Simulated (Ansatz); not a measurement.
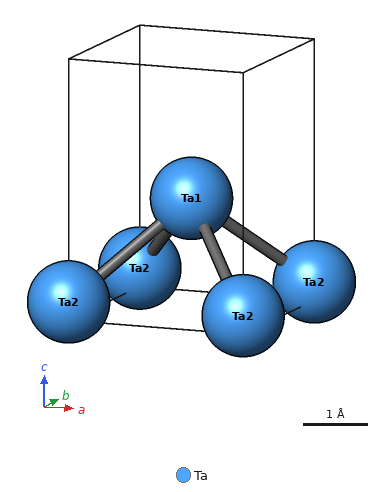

Fig. 1: The structure as given in the input (ball-and-stick view of the cell of the calculation, seen slightly off an axis; atoms are numbered from 1 in the order of the input). An atom can appear more than once, as a periodic image. Near neighbours in the periodic cell (some may lie outside the picture): Ta has 4 Ta at 2.59 Å.

**Ta: a failed or faulty run and its cure**

System: Ta (P4/nmm, 2 atoms in the cell).
Method of run A: DFT, PBEsol, plane waves, PAW (Ansatz 0.2.0).

The structure derives from an entry of the Crystallography Open Database. Text and figures count atoms from 1; the logs count them from 0 in places.

## Input file, run A
```yaml
crystal:
  lattice:
    - [0.0, -2.11, -2.11]
    - [0.0, 2.11, -2.11]
    - [4.22, 0.0, 0.0]
  atoms:
    - { symbol: Ta, position: [0.5, 0.5, 0.4289099526] }
    - { symbol: Ta, position: [0.0, 0.0, 0.0710900474] }
basis:
  ecutwfc: 420
kpoints:
  mp_grid: { grid: [16, 16, 12] }
hamiltonian:
  xc: pbesol
scf:
  occupations: { method: gaussian, width: 0.15 }
  max_iter: 50
output:
  forces: true
  eigenvalues: true
  stress: true
magnetization:
  spin_polarized: many
```

Command:
```bash
ansatz run input.yaml --threads 2 --pin off --max-ram 5120MiB --backend cpu --events-out ev --progress --plain --runs-dir out
```

Hardware: 2 threads of Intel Xeon @ 2.50GHz (Skylake/Cascade Lake), 192 GiB of memory available, shared host.

## Output (run A)
```
Error: YAML parse error: error: line 23 column 19: invalid boolean (strict mode expects true/false)
  --> <input>:23:19
   |
21 |   stress: true
22 | magnetization:
23 |   spin_polarized: many
   |                   ^ invalid boolean (strict mode expects true/false)
```

Q: What went wrong, and how is the input to be mended?

A: This input holds a deliberate fault: a value of the wrong type (`magnetization.spin_polarized`). The program refused the input: “YAML parse error: error: line 23 column 19: invalid boolean (strict mode expects true/false) --> <input>:23:19 | 21 | stress: true 22 | magnetization: 23 | spin_polarized: many | ^ invalid boolean (strict mode expects true/false)”

A run of the same system that converges differs from this input as follows (lines with − go, lines with + come):
```diff
-  max_iter: 50
-magnetization:
-  spin_polarized: many
```

## Output, shortened to warnings, some set-up lines, iterations and results (run B)
```
Basis set: ecut = 420 eV, 699 PW (Γ), exchange–correlation on 40×40×60 points (8 copies of the dense FFT grid, shifted against one another)
Symmetry: 16 space group operations
k-points: 315 of 3072
Initial density: superposition of atomic densities (neutral atoms: chi_scale 0, normalization atom), corrected by the library's trained network
[...]
SCF iter   1: F=—  HF=-19610.839097 eV  |F-HF|=—  |Δ(HF+E_count)|=         —  Δρ=6.51e-3  dr2=1.53e-2  ethr=1.77e-3  ⟨swp⟩=5.0  Hψ=24962  notcnv=0
SCF iter   2: F=—  HF=-19610.836406 eV  |F-HF|=—  |Δ(HF+E_count)|=   2.69e-3  Δρ=3.77e-3  dr2=5.80e-3  ethr=5.89e-5  ⟨swp⟩=1.1  Hψ=7919  notcnv=0
SCF iter   3: F=—  HF=-19610.835027 eV  |F-HF|=—  |Δ(HF+E_count)|=   1.38e-3  Δρ=3.75e-4  dr2=1.13e-4  ethr=2.23e-5  ⟨swp⟩=2.0  Hψ=6906  notcnv=0
SCF iter   4: F=—  HF=-19610.835010 eV  |F-HF|=—  |Δ(HF+E_count)|=   1.75e-5  Δρ=1.76e-4  dr2=3.97e-5  ethr=4.34e-7  ⟨swp⟩=2.0  Hψ=8355  notcnv=0
SCF iter   5: F=—  HF=-19610.835008 eV  |F-HF|=—  |Δ(HF+E_count)|=   1.37e-6  Δρ=7.18e-5  dr2=6.27e-6  ethr=1.53e-7  ⟨swp⟩=2.0  Hψ=6446  notcnv=0
SCF iter   6: F=—  HF=-19610.835007 eV  |F-HF|=—  |Δ(HF+E_count)|=   1.53e-6  Δρ=1.80e-5  dr2=3.82e-7  ethr=2.41e-8  ⟨swp⟩=2.1  Hψ=6807  notcnv=0
SCF iter   7: F=-19610.835007 eV  HF=-19610.835007 eV  |F-HF|=2.92e-9  |Δ(HF+E_count)|=   8.41e-8  Δρ=2.38e-6  dr2=3.82e-9  ethr=3.85e-10  ⟨swp⟩=5.6  Hψ=21654  notcnv=0
SCF 1 converged in 7 iterations: F = -19610.835007 eV  dr2 = 3.82e-9
SCF converged after 7 iterations
Free energy (F): -19610.835007 eV
Harris-Foulkes:  -19610.835007 eV  (|F-HF|=2.92e-9)
Internal energy: -19610.793279 eV  (E = F + TS)
E sigma→0 (E₀):  -19610.814143 eV
Entropy (-TS):   -0.041728 eV (-20.864 meV/atom)
Fermi energy:    17.994163 eV
--- Per-component energies (eV) ---
  E_band       = -234.181037
  E_kinetic    = 737.696012
  E_local      = -1344.086142  (includes V_loc(G=0)·N_el)
  E_nonlocal   = 38.281471
  E_hartree    = 487.035378
  E_xc         = -434.783067
  E_vxc        = -408.661115  (∫ρ·V_xc dr)
  E_paw        = -16546.298530  (= ΣΔE_a)
  E_vpaw       = -231.483510  (= ΣTr[D̂ρ^β])
  E_aug_tail   = 0.000286  (compensation charges beyond the density's cutoff)
  E_ewald      = -2549.065980
  E_core_change = 0.427293  (= ΣΔE_core)
  E_smearing   = -0.041728  (= −TS)
  E_closure    = 0.000000  (closes the sum)
  Σ components = -19610.835007   (vs F -19610.835007, Δ=0.00e0)
--- Forces (eV/Å), atoms counted from 1 ---
  atom   1  Ta     4.79314518    -0.00000000     0.00000000
  atom   2  Ta    -4.79314518     0.00000000     0.00000000
  max |Σ_I F_I| component: 6.94e-18 eV/Å
--- Stress (GPa, compression-positive) ---
        6.192741      -0.000000       0.000000
       -0.000000      25.023240       0.000000
        0.000000       0.000000      25.023240
  P = ⅓ Tr σ = 18.7464 GPa (187.464 kbar)
```

## The two runs side by side

```csv
quantity,run A,run B
outcome,refused,converged
free energy per atom (eV),–,−9805.4175
gap on the mesh (eV),–,0.00
pressure (GPa),–,18.75
volume per atom (Å³),–,18.79
largest force (eV/Å),–,4.793
SCF iterations,–,7
irreducible k-points,–,315
plane waves at Γ,–,699
```

Notes on run B: Spin–orbit coupling is left out, which matters for Ta.
